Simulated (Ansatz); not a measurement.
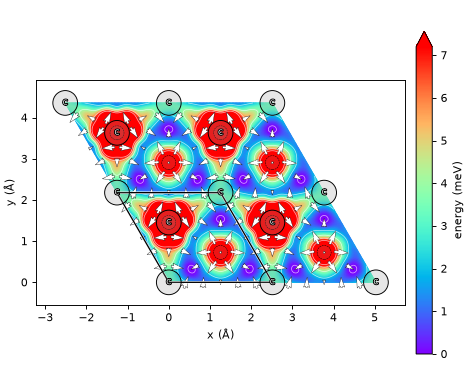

Energy landscape of Si on a C(111) slab cut from the Fd-3m phase, its upper half relaxed before the scan (24 atoms of substrate and one adsorbate in a 2 × 2 cell). Si is moved over the surface cell at a fixed height above a rigid substrate; the origin of the map has the adsorbate above C21; the height is held at 3.10 Å. Places are given modulo a cell vector. The map is drawn in real space over the plane of the surface. The grid has 6 × 6 points; 10 points were computed and 26 follow by symmetry. Places are given in fractions of the 1 × 1 surface cell. All energies are given in meV relative to the lowest grid point. At a fixed height the lowest place need not be the adsorption site. The calculation used DFT PBE+D3(BJ), scalar-relativistic, plane waves, PAW (Ansatz). Settings: cutoff 420 eV, k-mesh 6×6×1, gaussian smearing 0.05 eV, spin-polarised.

The picture shows a smooth colour map with a few white contour lines, arrows along the force (downhill), their lengths compressed, labelled circles for the atoms of the top layer and small ones for the second layer, the outline of one cell of the 2 × 2 shown, one colour for all values above the top of the scale. Between grid points the surface is interpolated. 

Question: Where are the wells?

Answer: The lowest grid point is at (2/6, 1/6) of the cell vectors [nearest 1 C at 3.18 Å]; the map holds 3 wells of about this depth. The highest grid point, a sixfold hollow over a second-layer C atom, (4/6, 2/6) of the cell vectors, lies 25.6 meV above the lowest. On the interpolated surface the easiest way out of the lowest well to a well of about the same depth near (5/6, 1/6) of the cell vectors [nearest 1 C at 3.18 Å] passes a barrier of about 1.6 meV, counted from the interpolated bottom of the well. At the lowest point the adsorbate has 1 C at 3.18 Å as nearest neighbours, at the highest 6 C at 3.43 Å.

Grid values (meV):

| second ↓, first → | 0/6 | 1/6 | 2/6 | 3/6 | 4/6 | 5/6 |
| --- | --- | --- | --- | --- | --- | --- |
| 5/6 | 2.2 | 5.6 | 15.9 | 15.9 | 5.6 | 2.2 |
| 4/6 | 1.3 | 15.9 | 17.8 | 15.9 | 1.3 | 0.0 |
| 3/6 | 1.2 | 15.9 | 15.9 | 1.2 | 4.3 | 4.3 |
| 2/6 | 1.3 | 5.6 | 1.3 | 4.3 | 25.6 | 4.3 |
| 1/6 | 2.2 | 2.2 | 0.0 | 4.3 | 4.3 | 0.0 |
| 0/6 | 3.3 | 2.2 | 1.3 | 1.2 | 1.3 | 2.2 |

Each point was launched as `ansatz run input.yaml --threads 2 --pin off --max-ram 6144MiB --backend cpu --events-out ev --progress --plain --runs-dir out`. The whole map (10 points run) took 36 min on 2 threads of Arm Neoverse V2, on a shared host.

PAW datasets: the set soft_1.
